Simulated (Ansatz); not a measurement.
## Two runs on CsCl

System: CsCl (Pm-3m, 2 atoms in the cell).
Method of the first run: DFT, PBEsol, plane waves, PAW, no spin polarisation (Ansatz 0.2.0).

The structure derives from an entry of the Crystallography Open Database. Text and figures count atoms from 1; the logs count them from 0 in places.

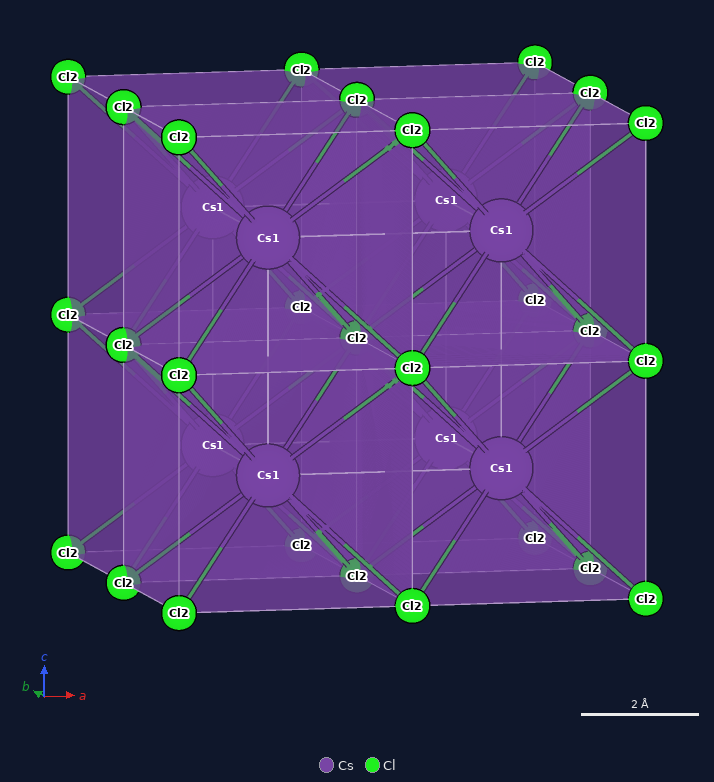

The input geometry (polyhedral view of the cell of the calculation, seen slightly off an axis; polyhedra are completed across the faces of the cell; atoms are numbered from 1 in the order of the input).

The input, the first run:
```yaml
crystal:
  lattice:
    - [4.123, 0.0, 0.0]
    - [0.0, 4.123, 0.0]
    - [0.0, 0.0, 4.123]
  atoms:
    - { symbol: Cs, position: [0.0, 0.0, 0.0] }
    - { symbol: Cl, position: [0.5, 0.5, 0.5] }
kpoints:
  mp_grid: { grid: [6, 6, 6] }
scf:
  occupations: { method: fermi_dirac, width: 0.005 }
hamiltonian:
  xc: pbesol
  pseudopotentials: { kind: paw }
relax:
  f_tol: 0.002
  max_steps: 80
  cell: {}
output:
  forces: true
  stress: true
```

Command:
```bash
ansatz run input.yaml --threads 1 --pin off --max-ram 3072MiB --backend cpu --events-out ev --progress --plain --runs-dir out
```

Hardware: 1 thread of Arm Neoverse V1, 24 GiB of memory available, shared host.

Output, shortened to warnings, some set-up lines, iterations and results (the first run):
```
Basis set: ecut = 420 eV, 1357 PW (Γ), exchange–correlation on 60×60×60 points (8 copies of the dense FFT grid, shifted against one another)
Symmetry: 48 space group operations
k-points: 20 of 216
Initial density: superposition of atomic densities (neutral atoms: chi_scale 0, normalization atom), corrected by the library's trained network
[...]
SCF iter   1: F=—  HF=-6650.519000 eV  |F-HF|=—  |Δ(HF+E_count)|=         —  Δρ=3.30e-3  dr2=1.25e-2  ethr=1.77e-3  ⟨swp⟩=8.0  Hψ=1683  notcnv=0
SCF iter   2: F=—  HF=-6650.515996 eV  |F-HF|=—  |Δ(HF+E_count)|=   3.00e-3  Δρ=1.10e-3  dr2=6.30e-4  ethr=7.84e-5  ⟨swp⟩=2.4  Hψ=633  notcnv=0
SCF iter   3: F=—  HF=-6650.515971 eV  |F-HF|=—  |Δ(HF+E_count)|=   2.52e-5  Δρ=4.85e-4  dr2=1.22e-4  ethr=3.94e-6  ⟨swp⟩=2.1  Hψ=421  notcnv=0
SCF iter   4: F=—  HF=-6650.516027 eV  |F-HF|=—  |Δ(HF+E_count)|=   5.59e-5  Δρ=1.11e-4  dr2=6.35e-6  ethr=7.62e-7  ⟨swp⟩=3.0  Hψ=460  notcnv=0
SCF iter   5: F=—  HF=-6650.516032 eV  |F-HF|=—  |Δ(HF+E_count)|=   5.16e-6  Δρ=1.28e-5  dr2=7.75e-8  ethr=3.97e-8  ⟨swp⟩=2.5  Hψ=410  notcnv=0
[... 17 lines ...]
SCF iter   3: F=—  HF=-6650.521993 eV  |F-HF|=—  |Δ(HF+E_count)|=   2.06e-8  Δρ=1.45e-6  dr2=1.95e-9  ethr=9.93e-11  ⟨swp⟩=2.1  Hψ=362  notcnv=0
SCF iter   4: F=—  HF=-6650.521993 eV  |F-HF|=—  |Δ(HF+E_count)|=  6.91e-11  Δρ=3.56e-7  dr2=6.64e-11  ethr=1.22e-11  ⟨swp⟩=2.0  Hψ=382  notcnv=0
SCF iter   5: F=-6650.521993 eV  HF=-6650.521993 eV  |F-HF|=6.37e-12  |Δ(HF+E_count)|=  6.82e-11  Δρ=9.43e-8  dr2=4.65e-12  ethr=1.00e-12  ⟨swp⟩=5.5  Hψ=976  notcnv=0
SCF 4 converged in 5 iterations: F = -6650.521993 eV  dr2 = 4.65e-12
relax step   4: F+E_penalty+E_count = -6650.52199300 eV  Δ(F+E_penalty+E_count) = +9.251e-6 eV  max|allowed force component| = 8.053e-31 eV/Å  Δτ_max = 0.0000 Å  P = +0.040 …
basis re-selected at this cell: Δ(F+E_penalty+E_count) = +9.251e-6 eV, ΔP = +0.000 GPa vs the last step (what re-selecting the basis moved, of the pressure what is left beyond the Pulay correction that the steps carried, after the strain that the cell walked since its last selection, with what the …
SCF converged after 5 iterations
Free energy (F): -6650.521993 eV
Harris-Foulkes:  -6650.521993 eV  (|F-HF|=6.37e-12)
Internal energy: -6650.521993 eV  (E = F + TS)
E sigma→0 (E₀):  -6650.521993 eV
Fermi energy:    5.900167 eV
--- Per-component energies (eV) ---
  E_band       = -49.536730
  E_kinetic    = 304.307681
  E_local      = -409.792769  (includes V_loc(G=0)·N_el)
  E_nonlocal   = 60.091860
  E_hartree    = 131.979494
  E_xc         = -279.823946
  E_vxc        = -249.065952  (∫ρ·V_xc dr)
  E_paw        = -5625.317597  (= ΣΔE_a)
  E_vpaw       = -19.036618  (= ΣTr[D̂ρ^β])
  E_aug_tail   = 0.000092  (compensation charges beyond the density's cutoff)
  E_ewald      = -832.189400
  E_core_change = 0.222592  (= ΣΔE_core)
  E_smearing   = -0.000000  (= −TS)
  E_closure    = 0.000000  (closes the sum)
  Σ components = -6650.521993   (vs F -6650.521993, Δ=0.00e0)
--- Forces (eV/Å), atoms counted from 1 ---
  atom   1  Cs    -0.00000000    -0.00000000    -0.00000000
  atom   2  Cl     0.00000000    -0.00000000     0.00000000
  max |Σ_I F_I| component: 1.54e-30 eV/Å
--- Stress (GPa, compression-positive) ---
        0.039868       0.000000      -0.000000
        0.000000       0.039868       0.000000
       -0.000000       0.000000       0.039868
  P = ⅓ Tr σ = 0.0399 GPa (0.399 kbar)
--- Relaxed structure (3 steps of the walk, 3 accepted, 1 SCFs on fresh bases) ---
  F+E_penalty+E_count = -6650.52199300 eV   max|allowed force component| = 8.053e-31 eV/Å   (the final SCF, on the basis selected at the relaxed cell)
  cell:  # Å, volume = 67.1885 Å³
    - [4.065352741895459, 1.1515456125815347e-33, -1.925929944387236e-34]
    - [1.023150282955719e-33, 4.065352741895459, 4.81482486096809e-34]
    - [-1.925929944387236e-34, 4.81482486096809e-34, 4.065352741895459]
  atoms:
    - { symbol: Cs, position: [-1.7516947105145736e-35, -6.0822733005398995e-37, -4.86581864033633e-37] }
    - { symbol: Cl, position: [0.5, 0.5, 0.5] }
```

For the second run the input was changed thus:
```diff
-  occupations: { method: fermi_dirac, width: 0.005 }
+  occupations: { method: fixed }
+  initial_density: { chi_scale: 0.0 }
+basis:
+  ecutwfc: "600 eV"
```

How does the second run compare with the first run?

The free energy of the second run is 0.16 meV per atom lower, the joint effect of these numerical settings, which can't be told apart here. The number of SCF iterations is the same. On the same kind of shared host the second run took about 1.4 times as long.

Output, shortened to warnings, some set-up lines, iterations and results (the second run):
```
Basis set: ecut = 600 eV, 2325 PW (Γ), exchange–correlation on 72×72×72 points (8 copies of the dense FFT grid, shifted against one another)
Symmetry: 48 space group operations
k-points: 20 of 216
Initial density: superposition of atomic densities (chi_scale 0, normalization cell)
[...]
SCF iter   1: F=—  HF=-6650.852252 eV  |F-HF|=—  |Δ(HF+E_count)|=         —  Δρ=2.16e-2  dr2=9.36e-1  ethr=3.10e-3  ⟨swp⟩=5.5  Hψ=1311  notcnv=0  defer=31
SCF iter   2: F=—  HF=-6650.530914 eV  |F-HF|=—  |Δ(HF+E_count)|=   3.21e-1  Δρ=1.18e-2  dr2=8.33e-2  ethr=3.10e-3  ⟨swp⟩=3.0  Hψ=633  notcnv=0  defer=31
SCF iter   3: F=—  HF=-6650.515382 eV  |F-HF|=—  |Δ(HF+E_count)|=   1.55e-2  Δρ=4.01e-3  dr2=1.22e-2  ethr=5.21e-4  ⟨swp⟩=2.5  Hψ=530  notcnv=0  defer=36
SCF iter   4: F=—  HF=-6650.516208 eV  |F-HF|=—  |Δ(HF+E_count)|=   8.25e-4  Δρ=5.50e-4  dr2=1.71e-4  ethr=7.63e-5  ⟨swp⟩=3.2  Hψ=431  notcnv=0  defer=36
SCF iter   5: F=—  HF=-6650.516341 eV  |F-HF|=—  |Δ(HF+E_count)|=   1.34e-4  Δρ=1.04e-4  dr2=4.68e-6  ethr=1.07e-6  ⟨swp⟩=2.2  Hψ=414  notcnv=0  defer=36
[... 17 lines ...]
SCF iter   2: F=—  HF=-6650.522314 eV  |F-HF|=—  |Δ(HF+E_count)|=   1.57e-6  Δρ=5.66e-6  dr2=1.14e-8  ethr=2.90e-10  ⟨swp⟩=2.8  Hψ=446  notcnv=0  defer=29
SCF iter   3: F=—  HF=-6650.522314 eV  |F-HF|=—  |Δ(HF+E_count)|=   3.59e-8  Δρ=5.06e-7  dr2=1.57e-10  ethr=7.10e-11  ⟨swp⟩=2.0  Hψ=380  notcnv=0  defer=29
SCF iter   4: F=-6650.522314 eV  HF=-6650.522314 eV  |F-HF|=5.46e-12  |Δ(HF+E_count)|=  2.35e-10  Δρ=9.77e-8  dr2=6.49e-12  ethr=1.00e-12  ⟨swp⟩=5.9  Hψ=1041  notcnv=0
SCF 4 converged in 4 iterations: F = -6650.522314 eV  dr2 = 6.49e-12
relax step   4: F+E_penalty+E_count = -6650.52231433 eV  Δ(F+E_penalty+E_count) = +5.489e-6 eV  max|allowed force component| = 1.578e-30 eV/Å  Δτ_max = 0.0000 Å  P = +0.040 …
basis re-selected at this cell: Δ(F+E_penalty+E_count) = +5.489e-6 eV, ΔP = +0.000 GPa vs the last step (what re-selecting the basis moved, of the pressure what is left beyond the Pulay correction that the steps carried, after the strain that the cell walked since its last selection, with what the …
SCF converged after 4 iterations
Free energy (F): -6650.522314 eV
Harris-Foulkes:  -6650.522314 eV  (|F-HF|=5.46e-12)
Internal energy: -6650.522314 eV  (E = F + TS)
E sigma→0 (E₀):  -6650.522314 eV
Fermi energy:    3.287265 eV
--- Per-component energies (eV) ---
  E_band       = -49.533817
  E_kinetic    = 304.307422
  E_local      = -409.789709  (includes V_loc(G=0)·N_el)
  E_nonlocal   = 60.095668
  E_hartree    = 131.978358
  E_xc         = -279.822621
  E_vxc        = -249.065033  (∫ρ·V_xc dr)
  E_paw        = -5625.319520  (= ΣΔE_a)
  E_vpaw       = -19.038865  (= ΣTr[D̂ρ^β])
  E_aug_tail   = 0.000020  (compensation charges beyond the density's cutoff)
  E_ewald      = -832.194524
  E_core_change = 0.222592  (= ΣΔE_core)
  E_smearing   = -0.000000  (= −TS)
  E_closure    = -0.000000  (closes the sum)
  Σ components = -6650.522314   (vs F -6650.522314, Δ=0.00e0)
--- Forces (eV/Å), atoms counted from 1 ---
  atom   1  Cs     0.00000000     0.00000000     0.00000000
  atom   2  Cl    -0.00000000     0.00000000     0.00000000
  max |Σ_I F_I| component: 3.16e-30 eV/Å
--- Stress (GPa, compression-positive) ---
        0.039958      -0.000000      -0.000000
       -0.000000       0.039958       0.000000
       -0.000000       0.000000       0.039958
  P = ⅓ Tr σ = 0.0400 GPa (0.400 kbar)
--- Relaxed structure (3 steps of the walk, 3 accepted, 1 SCFs on fresh bases) ---
  F+E_penalty+E_count = -6650.52231433 eV   max|allowed force component| = 1.578e-30 eV/Å   (the final SCF, on the basis selected at the relaxed cell)
  cell:  # Å, volume = 67.1872 Å³
    - [4.0653277098851435, 2.6280919032784154e-33, 1.6049416203226964e-34]
    - [2.114510584775153e-33, 4.0653277098851435, -3.209883240645393e-35]
    - [1.6049416203226964e-34, -3.209883240645393e-35, 4.0653277098851435]
  atoms:
    - { symbol: Cs, position: [-1.3624292192552287e-35, -2.5545547861247963e-36, -4.8658186398937875e-37] }
    - { symbol: Cl, position: [0.5, 0.5, 0.5] }
```

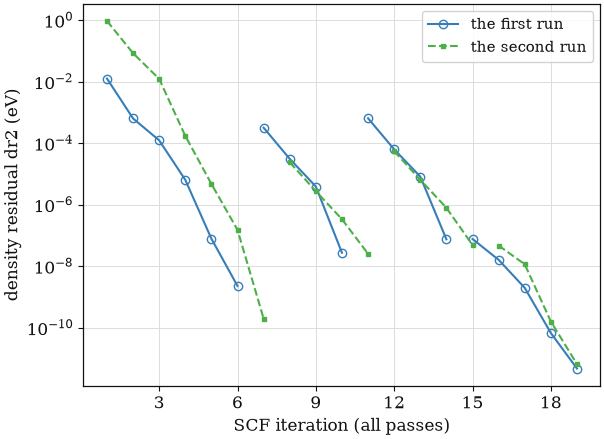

Convergence of the two runs: density residual dr2 against the SCF iteration. A break in a curve parts two SCF passes. The first run takes 19 iterations in all, and the second run takes 19.

The two runs side by side:

```tsv
quantity	the first run	the second run
outcome	converged	converged
free energy per atom (eV)	−3325.2610	−3325.2612
pressure (GPa)	0.04	0.04
largest force (eV/Å)	0.000	0.000
SCF iterations	19	19
irreducible k-points	20	20
wall time (shared host)	4.4 s	6.2 s
```
